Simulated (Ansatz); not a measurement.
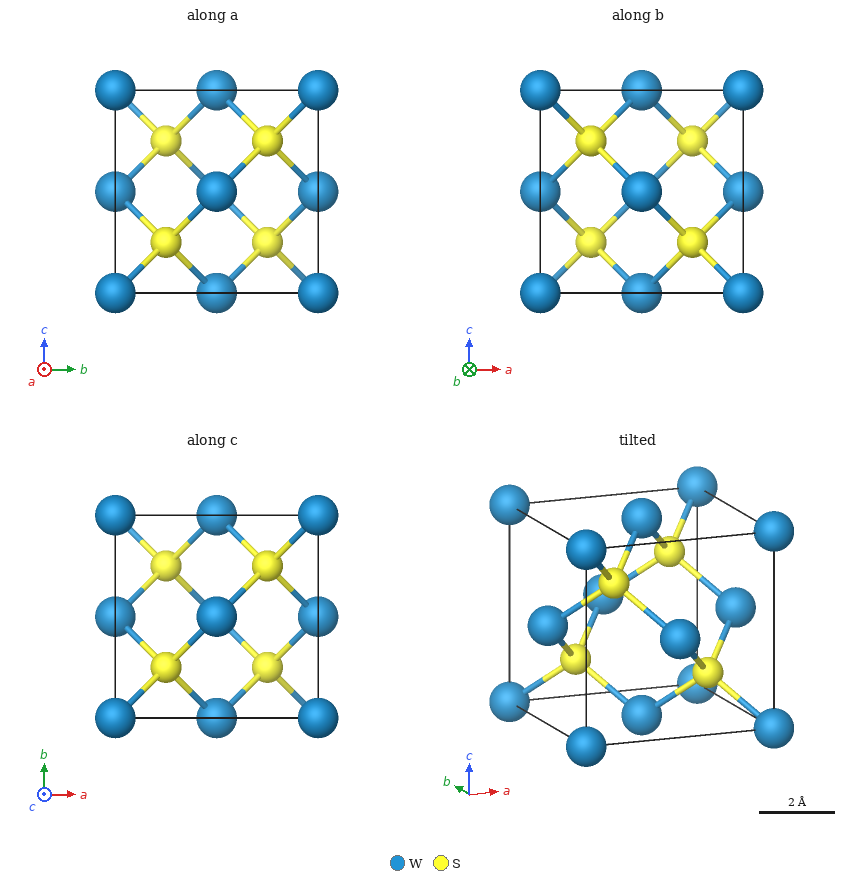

Ball-and-stick drawing of the structure, looking along the a axis, along the b axis, along the c axis and slightly off an axis. The edges of the conventional unit cell are marked.

Lattice parameters: a = 5.4597 Å, b = 5.4597 Å, c = 5.4597 Å, α = 90.000°, β = 90.000°, γ = 90.000°.

Q: Express the structure as a CIF in P1 with every atom of the cell.

A:
```cif
data_structure
_symmetry_space_group_name_H-M 'P 1'
_symmetry_Int_Tables_number 1
_cell_length_a 5.4597
_cell_length_b 5.4597
_cell_length_c 5.4597
_cell_angle_alpha 90.000
_cell_angle_beta 90.000
_cell_angle_gamma 90.000
_cell_volume 162.75
loop_
_atom_site_label
_atom_site_type_symbol
_atom_site_fract_x
_atom_site_fract_y
_atom_site_fract_z
_atom_site_occupancy
W1 W 0.0000 0.0000 0.0000 1
S1 S 0.2500 0.2500 0.7500 1
W2 W 0.0000 0.5000 0.5000 1
S2 S 0.2500 0.7500 0.2500 1
W3 W 0.5000 0.0000 0.5000 1
S3 S 0.7500 0.2500 0.2500 1
W4 W 0.5000 0.5000 0.0000 1
S4 S 0.7500 0.7500 0.7500 1
```

Its origin is a structure type filled with these elements by a generator (whether the compound takes this form wasn't checked). The geometry comes from a coarse first relaxation with DFT r2SCAN+U, scalar-relativistic, plane waves, PAW in Ansatz 0.2.0.
